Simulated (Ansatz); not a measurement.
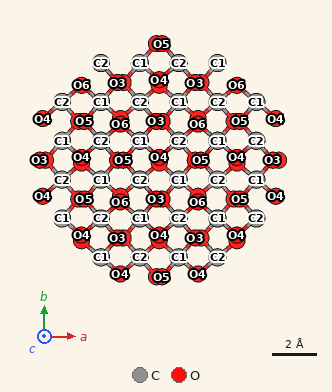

This is the input geometry for a relaxation of crystalline CO2 (built on the measured structure type). Style: ball-and-stick. Shown: the atoms within 5.8 Å of the atom that moves most (axes of the conventional cell (2 times the calculation's cell)), along the c axis. Lengths and directions refer to the drawn axes.

These are results of Ansatz 0.2.0, DFT, PBE, plane waves, PAW, not measurements.

Input file:
```yaml
crystal:
  lattice:
    - [-1.7759, 1.7759, 2.9592]
    - [1.7759, -1.7759, 2.9592]
    - [1.7759, 1.7759, -2.9592]
  atoms:
    - { symbol: C, position: [0.0, 0.0, 0.0] }
    - { symbol: C, position: [0.75, 0.25, 0.5] }
    - { symbol: O, position: [0.375, 0.339, 0.464] }
    - { symbol: O, position: [0.661, 0.125, 0.036] }
    - { symbol: O, position: [0.875, 0.911, 0.536] }
    - { symbol: O, position: [0.089, 0.625, 0.964] }
kpoints:
  mp_grid: { grid: [10, 10, 10] }
hamiltonian:
  xc: pbe
scf:
  occupations: { method: fermi_dirac, width: 0.02 }
relax:
  f_tol: 0.005
  cell: {}
```

Run as
```bash
ansatz run input.yaml --threads 4 --pin off --max-ram 7372MiB --backend cpu --events-out ev --progress --plain --runs-dir out
```

**Where does the relaxation end?**

The largest moves relative to the cell, 0.20 Å, are those of O3, O4, O5 and O6. O6 goes along −b. C stays in place. The volume changes by +26.0 %, with a = b 3.552 → 3.964 Å (+11.6 %), c 5.918 → 5.984 Å (+1.1 %). Some distances before and after: C1–O3 1.383 → 1.402 Å. Among the angles between lasting bonds that change: C1–O5–C2 113.3° → 124.6°. The space group stays I-42d (No. 122). Over 10 accepted moves (14 points after the start) the energy falls by 223 meV per atom. The largest force component goes from 1.4 to 0.00043 eV/Å. The pressure goes from 38.02 to 0.00 GPa. The line search rejected the trial step at point 3 of the run. At 3 points the geometry stayed and the basis and grid were re-selected for the new cell (energy shift of 31.2 meV per atom at most each time).

Step by step:

```csv
step,"E − E(0), meV/atom","largest force component, eV/Å","pressure, GPa","volume, Å³/atom",note
0,0.00,1.4111,38.02,6.222,
1,-159.55,0.6162,9.46,7.023,
2,-183.70,0.2162,-0.10,7.452,
3,-183.57,0.2622,4.73,7.426,rejected
4,-184.53,0.0465,0.42,7.486,
5,-184.52,0.0023,-0.08,7.522,
6,-184.54,0.0015,-0.02,7.520,
7,-215.75,0.0179,5.25,7.520,"same geometry, new basis"
8,-220.00,0.0168,1.45,7.729,
9,-219.83,0.0206,-0.10,7.819,
10,-219.79,0.0045,0.04,7.824,
11,-222.68,0.0051,0.16,7.824,"same geometry, new basis"
12,-222.63,0.0022,-0.02,7.838,
13,-222.64,0.0004,0.00,7.837,
14,-222.72,0.0004,0.00,7.837,"same geometry, new basis"
```

The end point in the same view:

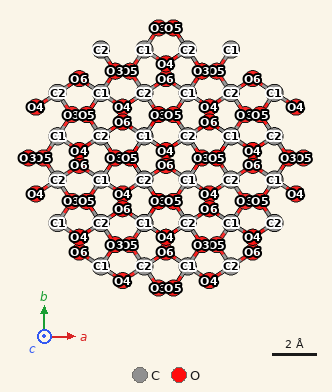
